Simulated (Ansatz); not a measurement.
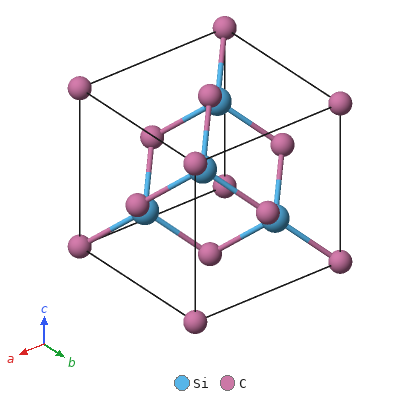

SiC, space group F-43m (No. 216), a = 4.349 Å, b = 4.349 Å, c = 4.349 Å, α = 90.00°, β = 90.00°, γ = 90.00°

```
site  Wyckoff       x       y       z
  Si       4d  0.2500  0.2500  0.7500
   C       4a  0.0000  0.0000  0.0000
```

Source: coordinates from a relaxation with DFT, HSE06, plane waves, PAW in Ansatz.

> Compute the Voronoi cell of each site (no radii): faces and volume.

| site | faces above 1 % of the sphere | volume (Å³) | solid angle by neighbour (%) |
| --- | --- | --- | --- |
| Si | 4 | 10.28 | C 88 Si 12 |
| C | 4 | 10.28 | Si 88 C 12 |

Weighted by multiplicity the volumes add up to the cell volume, 82.3 Å³.

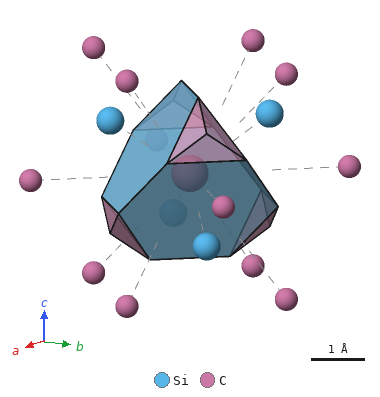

The computed Voronoi cell of C, with the neighbours that bound it.
